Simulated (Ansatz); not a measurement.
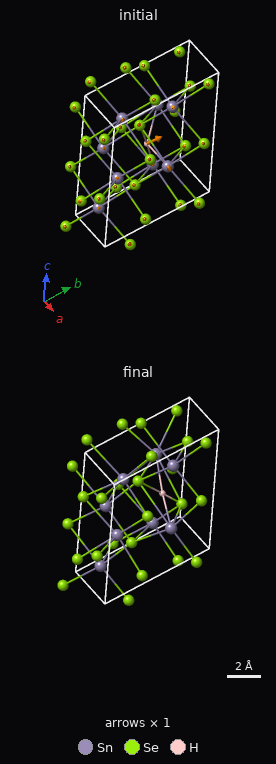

The structure of a defect cell of composition Sn₈HSe₈ (cell charge +1) before (top) and after (bottom) a relaxation, at one scale. The orange arrows give the displacements, at their true length.

A ball-and-stick model of the cell of the calculation (origin shifted), seen slightly off an axis.

It is an interstitial H in Cmcm SnSe. The run prepares an end point of a later path (interstitial hop) calculation, from a guessed geometry.

Method: DFT LDA, scalar-relativistic, plane waves, PAW in Ansatz. Set-up: plane-wave cutoff 420 eV; k-point mesh 2 × 2 × 2; occupations gaussian; smearing width 0.05 eV; no spin polarisation; atoms relaxed in a fixed cell; force threshold 0.03 eV/Å; at most 60 steps.

**What changed between the two?**

The energy falls by 1.404 eV per cell of the calculation in 17 accepted moves (18 points after the start). Largest force component: 0.67 eV/Å at the start, 0.017 eV/Å at the end. The line search rejected the trial step at point 17 of the run. The atom that moves furthest is the H atom (1.14 Å along [2 3 1]). Largest moves by element: H 1.14 Å, Sn 0.48 Å, Se 0.24 Å. The cell stays as it was. Some distances before and after: H–Se 2.379 → 1.541 Å, H–Sn 2.639 → 3.218 Å, Se–Sn 3.767 → 3.277 Å, Se–Sn 3.063 → 3.538 Å. Bond angles that change, for instance: Se–Sn–Se 89.4° → 103.1°, Se–Sn–Se 89.6° → 101.7°, Sn–Se–Sn 89.4° → 101.3°. The run took 70 s on 4 threads of Intel(R) Xeon(R) Platinum 8488C (Sapphire Rapids) (shared host), peak memory 1.6 GiB.

Limits of the set-up: the periodic images lie only 7.6 Å apart, so the values are limited by the cell's size; the cell is charged, on a uniform background, and energies carry no finite-size correction.
